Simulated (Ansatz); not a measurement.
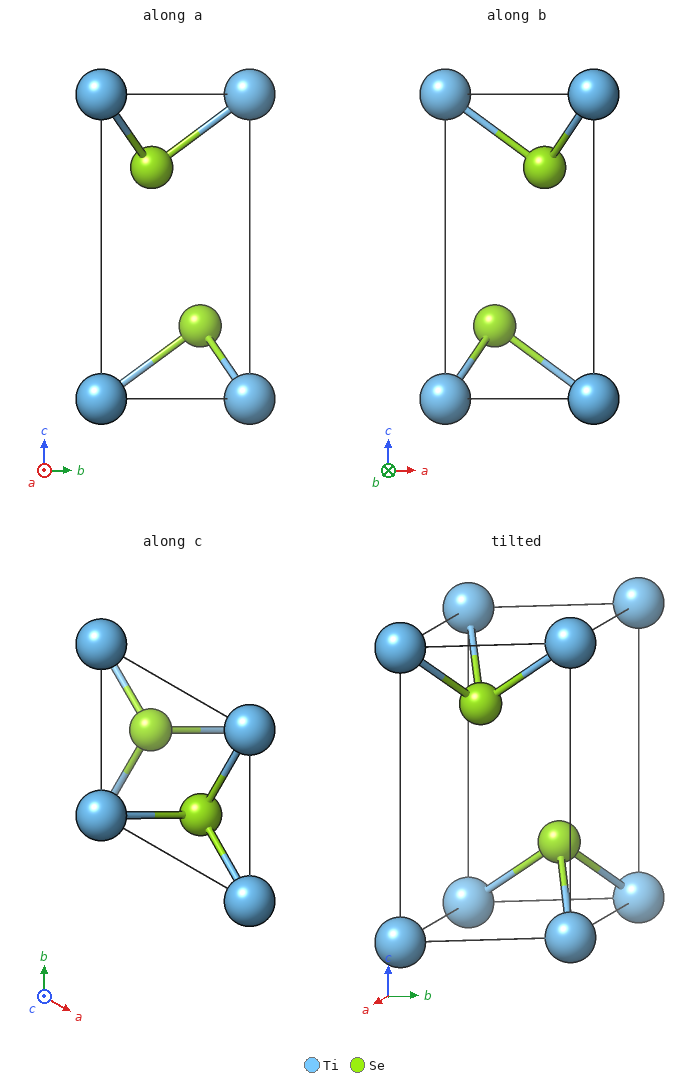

The crystal in a ball-and-stick representation, seen along the a axis, along the b axis, along the c axis and slightly off an axis. Thin lines show the unit cell, with boundary atoms drawn in all their periodic places.

Lattice parameters: a = 3.5607 Å, b = 3.5607 Å, c = 6.3309 Å, α = 90.000°, β = 90.000°, γ = 120.000°.

> Record the structure as a CIF in P1 with every atom of the cell, with free fractional coordinates to two decimals.

```cif
data_structure
_symmetry_space_group_name_H-M 'P 1'
_symmetry_Int_Tables_number 1
_cell_length_a 3.5607
_cell_length_b 3.5607
_cell_length_c 6.3309
_cell_angle_alpha 90.000
_cell_angle_beta 90.000
_cell_angle_gamma 120.000
_cell_volume 69.52
loop_
_atom_site_label
_atom_site_type_symbol
_atom_site_fract_x
_atom_site_fract_y
_atom_site_fract_z
_atom_site_occupancy
Ti1 Ti 0.00 0.00 0.00 1
Se1 Se 0.33 0.67 0.24 1
Se2 Se 0.67 0.34 0.76 1
```

Its origin is a structure type known for this compound. The cell was then strained or its atoms displaced on purpose. Ansatz was used for an electronic-structure calculation on it.
